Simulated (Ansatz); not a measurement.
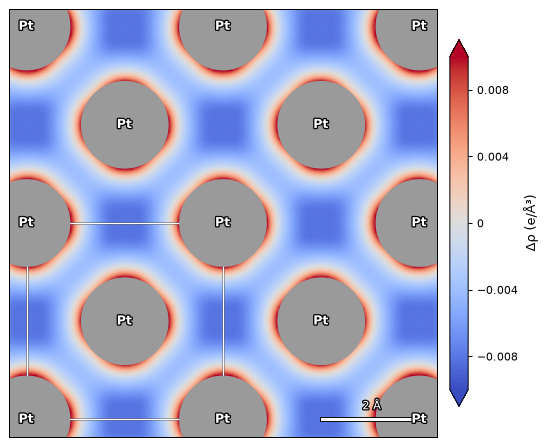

Pt: difference of two self-consistent densities at the same geometry, ρ(r2SCAN) − ρ(PBE), on the (001) plane of the conventional cell. Grey discs cover the cores, where the PAW densities can't be compared. Cores are masked to 0.9 Å (Pt).

Space group Fm-3m. Spin-orbit coupling, left out here, splits and shifts the levels of such heavy elements, by tenths of an eV up to several eV.

Both runs: Ansatz, scalar-relativistic, plane waves and PAW, same cutoff, k-points and PAW files (made with PBE).

**What differs between the two levels of theory?**

Against PBE, and outside the masked cores, the largest gain lies at the edge of the masked core of Pt, and the largest loss, 0.008 e/Å³, lies 1.7 Å from a platinum nucleus.
At this volume the pressure is 10 GPa with PBE and 4 GPa with r2SCAN.
